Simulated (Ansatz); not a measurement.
## C: single-point calculation

System: C (2 atoms in the cell).
Method: DFT PBEsol, scalar-relativistic, plane waves, PAW, no spin polarisation (Ansatz 0.2.0).

The structure derives from a Materials Project entry. It belongs to a series of runs on one base structure; here: bulk in the cell of the (2 0 1) plane. Figures and captions count atoms from 1; the log counts them from 0 in places.

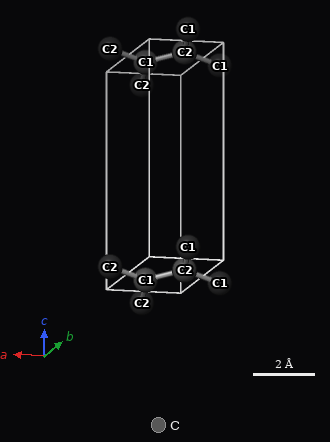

*The structure as given in the input (ball-and-stick view of the cell of the calculation, set on other vectors, seen at an oblique angle; neighbours outside the cell are drawn fainter; atoms are numbered from 1 in the order of the input). An atom can appear more than once, as a periodic image.*

Near neighbours in the periodic cell (some may lie outside the picture): C has 3 C at 1.42 Å.

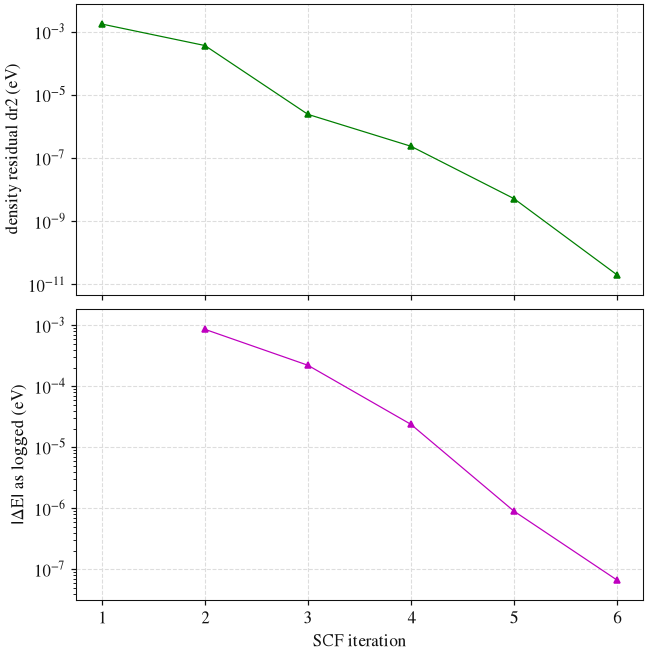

*Convergence of the self-consistent field: density residual dr2 and size of the energy change against the SCF iteration.*

The residual falls at every step.

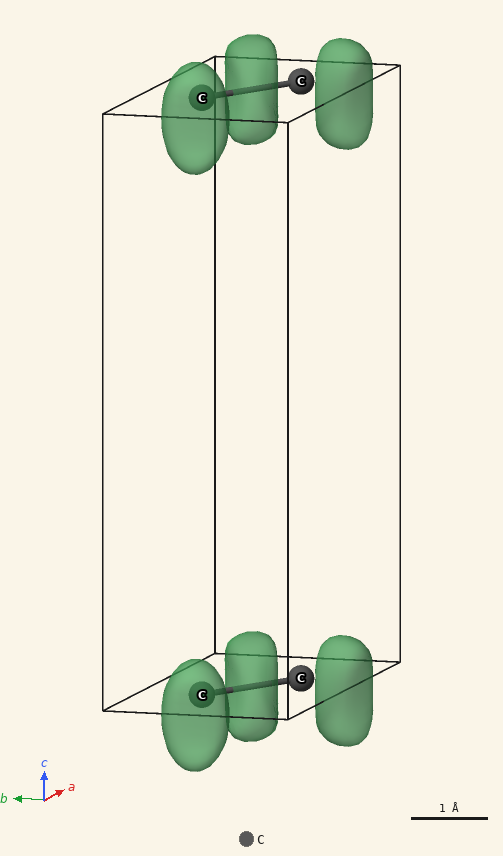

*Isosurface of the ELF at 0.75 (green), seen at an oblique angle. Only the valence region is drawn (cores and ρ < 0.01 e/Å³ removed). Sticks mark near contacts. The outline is the cell set on symmetry axes.*

The ELF exceeds this value in three regions between bonded C–C atoms (shared pairs), counted in one cell of 2 atoms. Core electrons are frozen (PAW), so the fields are smoothed inside the atomic spheres.

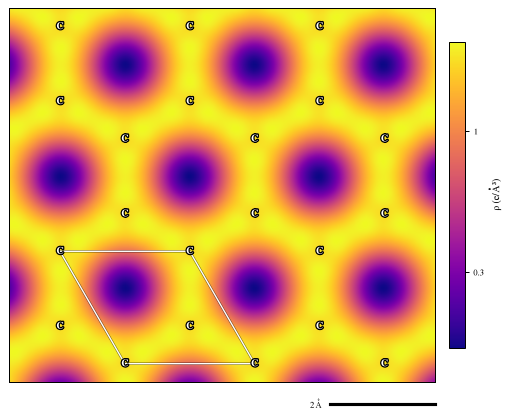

*Valence electron density on the (001) plane of the conventional cell.*

Atoms in the plane: C. C–C (1.42 Å): the density is about 2 e/Å³ at the midpoint. Away from the nuclei the density in this plane falls to 0.16 e/Å³ at its lowest.

The input that produced these results follows, with the program's output.

### Input
```yaml
crystal:
  lattice:
    - [2.4588140226, 0.0, 0.0]
    - [-1.2294070113, 17.1782524199, 0.0]
    - [0.0, -8.4571475695, 1.0564860804]
  atoms:
    - { symbol: C, position: [0.6666666667, 0.3333333333, 0.6666666667] }
    - { symbol: C, position: [0.3333333333, 0.6666666667, 0.3333333333] }
basis:
  ecutwfc: 420
kpoints:
  mp_grid: { grid: [14, 2, 32] }
hamiltonian:
  xc: pbesol
scf:
  occupations: { method: gaussian, width: 0.1 }
output:
  forces: true
  stress: true
  eigenvalues: true
  write_density: true
  write_potential: true
  elf: true
  volumetric_format: npy
```

Run as:
```bash
ansatz run input.yaml --threads 2 --pin off --max-ram 5120MiB --backend cpu --events-out ev --progress --plain --runs-dir out
```

### Output
```
Warning: crystal.symmetry: narrowed to the stabiliser of the k-point mesh — unitary ops 24 → 2; excluded 22 operations that carry a point of the 14×2×32 mesh (shift [0, 0, 0]) off the mesh (the run samples exactly the mesh kpoints.mp_grid names, as under crystal.symmetry.detect: false, and its converged state has the mesh's symmetry, not the crystal's; ε∞, the Born charges and the force constants of a linear response (`dielectric:` by the response, `phonons.method: dfpt`) are averaged over those of the crystal's operations that the state keeps within a tolerance, where `mesh_tensors`, `unaveraged_element` or `gamma_mean_max_change_ev_ang2` stands beside them; a row that `dielectric.field_direction` solves alone is averaged likewise, with nothing beside; a Γ-centred mesh of equal divisions is mapped onto itself by every operation and keeps the whole group, as does a half-shifted one under kpoints.further_shifts: images)
Engine: ansatz 0.2.0, x86_64-unknown-linux-gnu
Pseudopotentials: kind: paw
Pseudopotential: C, paw, valence charge 4, recommended cutoff 420 eV (normal), C.paw.azcp
Functional definition: PBEsol
  exchange = pbesol_x
  correlation = pbesol_c
Crystal: 2 atoms, lattice volume = 44.624 Å³
Basis set: ecut = 420 eV, 839 PW (Γ), exchange–correlation on 36×240×120 points (8 copies of the dense FFT grid, shifted against one another)
Bands: 8, of which v1, the nominal top of the filled ones, is band 4 counted from 1 (3 counted from 0)
Symmetry: 2 space group operations
k-points: 452 of 896
Non-local potential: C, projectors of the file, l = 0: 2, l = 1: 2, l = 2: 1
PAW form: soft (Blöchl's): semilocal exchange-correlation on the pseudo side does not see the compensation charge
PAW frozen core: C, regenerated for the run's functional, and the local potential with it (the file was generated under x = pbe(κ = 0.804, μ = 0.2195149727645171), c = pbe(β = 0.06672455060314922))
PAW one-centre angular grid: C, 110 points (default); XC on 64 Gauss nodes
Initial density: superposition of atomic densities (neutral atoms: chi_scale 0, normalization atom), corrected by the library's trained network
Initial wavefunctions: pseudopotential atomic-orbital guess
Functional: x = pbesol(κ = 0.804, μ = 0.12345679012345678), c = pbesol(β = 0.046)
SCF iter   1: F=—  HF=-493.373664 eV  |F-HF|=—  |Δ(HF+E_count)|=         —  Δρ=2.73e-3  dr2=1.75e-3  ethr=1.77e-3  ⟨swp⟩=5.8  Hψ=27469  notcnv=0
preconditioner: auto → none  [insulator: Δε(μ)=0.738 eV  Ē_g=16.847 eV  σ=0.100 eV  W_gap=1.00  n_scr=4 (ndim 8)  ℏωp=15.7 eV  f_vac=0.571  D(μ)=0.00/eV (n_scr^D=0)  ε∞_Penn≈1.9]
SCF iter   2: F=—  HF=-493.374522 eV  |F-HF|=—  |Δ(HF+E_count)|=   8.58e-4  Δρ=1.31e-3  dr2=3.66e-4  ethr=2.18e-5  ⟨swp⟩=2.1  Hψ=8935  notcnv=0
SCF iter   3: F=—  HF=-493.374743 eV  |F-HF|=—  |Δ(HF+E_count)|=   2.21e-4  Δρ=8.00e-5  dr2=2.43e-6  ethr=4.58e-6  ⟨swp⟩=2.8  Hψ=6659  notcnv=0
SCF iter   4: F=—  HF=-493.374767 eV  |F-HF|=—  |Δ(HF+E_count)|=   2.38e-5  Δρ=2.23e-5  dr2=2.38e-7  ethr=3.04e-8  ⟨swp⟩=2.0  Hψ=6545  notcnv=0
iter 5 did not close the SCF: its close was put off for the readings that it lacked (scf_convergence_deferred on its scf_iter line)
SCF iter   5: F=-493.374768 eV  HF=-493.374768 eV  |F-HF|=6.46e-8  |Δ(HF+E_count)|=   9.01e-7  Δρ=4.06e-6  dr2=5.25e-9  ethr=2.97e-9  ⟨swp⟩=2.6  Hψ=5406  notcnv=0
SCF iter   6: F=-493.374768 eV  HF=-493.374768 eV  |F-HF|=7.21e-11  |Δ(HF+E_count)|=   6.70e-8  Δρ=2.77e-7  dr2=2.04e-11  ethr=6.56e-11  ⟨swp⟩=7.9  Hψ=26097  notcnv=0
SCF 1 converged in 6 iterations: F = -493.374768 eV  dr2 = 2.04e-11
  greatest PAW one-centre occupation: 0.672 electrons in one spin orbital (limit 2), on the C atom at site 1 (counted from 0), in its partial waves of l = 0
WARN: The output density's exchange-correlation potential varies sharply where the density is thin. Do not read a vacuum level from v_tot or v_xc, or from such a field of the output density. On a cell that repeats whose density bears no net charge and no dipole along the vacuum's axis use v_es (v_loc + v_h of the components); under efield.dipole_correction with no amplitude use v_es + v_field, which holds any external_charges[].barrier, or the levels of the report's work_function block, which leave it out; under a non-zero efield.amplitude the vacuum is tilted and has no level; on a cell that repeats and bears such a dipole with no correction it is tilted too, and efield.dipole_correction with no amplitude gives each side of its ramp a level where efield: is served; in a cell that repeats whose density bears a net charge (total_charge, or a fill off its count) it is curved and has none; of a slab under crystal.periodic whose density bears no net charge use v_es, which has a level on each side, short of where the two are joined; of another it falls or rises all the way out and has none; of a slab beside external_charges read slab_vacuum_level instead, which it has where they leave it neutral. The grid or the basis barely resolves most such structure, and the values can differ between equally converged runs; as a rule a tighter scf.convergence.dr2_threshold does not remove it. Where the density itself ripples (under the LDA too) a higher basis.ecutwfc lessens it. The files hold the spikes' plane waves up to the density's cutoff. Files: v_tot_of_output_density and the like, and their columns of v_z.tsv (output.write_potential); v_xc_of_output_density and the like, and their columns of v_comp_z.tsv (output.write_potential_components). Measured: with its Gaussian average of σ = 0.25 Å subtracted twice, the exchange-correlation potential is over 0.1 eV at 3312 of the grid points where the equally averaged density (valence and model cores) is under 1e-3 e/Å³, and 0.809 eV at the most among them, at an averaged density of 4.7e-6 e/Å³. The input density's (outcome.potential() and, of a run that writes arrays, v_tot and v_xc) is over 0.1 eV, so measured, at 2998 points of its own thin density, 0.680 eV at the most. See output.write_potential in the manual, Limitations
SCF converged after 6 iterations
Free energy (F): -493.374768 eV
Harris-Foulkes:  -493.374768 eV  (|F-HF|=7.21e-11)
Internal energy: -493.374768 eV  (E = F + TS)
E sigma→0 (E₀):  -493.374768 eV
Fermi energy:    0.148451 eV
--- Per-component energies (eV) ---
  E_band       = -72.084778
  E_kinetic    = 181.647192
  E_local      = -1203.486232  (includes V_loc(G=0)·N_el)
  E_nonlocal   = 54.834756
  E_hartree    = 513.525405
  E_xc         = -95.139271
  E_vxc        = -118.221919  (∫ρ·V_xc dr)
  E_paw        = -190.966549  (= ΣΔE_a)
  E_vpaw       = -13.909417  (= ΣTr[D̂ρ^β])
  E_aug_tail   = 0.000016  (compensation charges beyond the density's cutoff)
  E_ewald      = 246.167715
  E_core_change = 0.042201  (= ΣΔE_core)
  E_smearing   = -0.000000  (= −TS)
  E_closure    = 0.000000  (closes the sum)
  Σ components = -493.374768   (vs F -493.374768, Δ=0.00e0)
--- Forces (eV/Å), atoms counted from 1 ---
  atom   1  C     -0.00898002    -0.00442972    -0.03538127
  atom   2  C      0.00898002     0.00442972     0.03538127
  max |Σ_I F_I| component: 0.00e0 eV/Å
--- Stress (GPa, compression-positive) ---
        0.124669       0.002916       0.023603
        0.002916      -0.002531      -0.016409
        0.023603      -0.016406      -0.133029
  P = ⅓ Tr σ = -0.0036 GPa (-0.036 kbar)
--- Band table (eV; the first three rows and the last of 452) ---
  k-point 0: bands = ["-19.4022", "-7.5581", "-2.8545", "-2.8529", "3.2613", "5.6321", "7.1810", "8.5024"]
  k-point 1: bands = ["-19.3095", "-7.4466", "-3.2287", "-3.0543", "3.3905", "5.7367", "7.3223", "8.5518"]
  k-point 2: bands = ["-19.0318", "-7.1138", "-4.2406", "-3.5699", "3.7783", "6.0529", "7.7389", "8.5996"]
  k-point 451: bands = ["-14.0883", "-13.1488", "-6.2854", "-2.2296", "1.8101", "7.5789", "11.7070", "11.8737"]
```

### Summary

- outcome: converged
- space group (tolerance 0.01 Å): P6/mmm (191)
- electrons treated: 8
- free energy: −493.3748 eV
- Fermi energy: 0.148 eV
- gap on the k-point mesh: 0.74 eV
- pressure: 0.00 GPa
- largest force (length of the vector): 0.037 eV/Å
- hardware: 2 threads of Intel Xeon (Sapphire Rapids), 192 GiB of memory available, shared host
- wall time: 10 s (CPU time 18 s)
- peak memory: 0.59 GiB

The program warns: the k-point mesh lowers the symmetry that the run can use; the exchange-correlation potential is rough where the density is thin. So coarse a mesh can miss the band edges, so the true gap of this method can be much smaller, or zero. The k-point mesh is coarse for a cell of this size, so the results may not be converged.
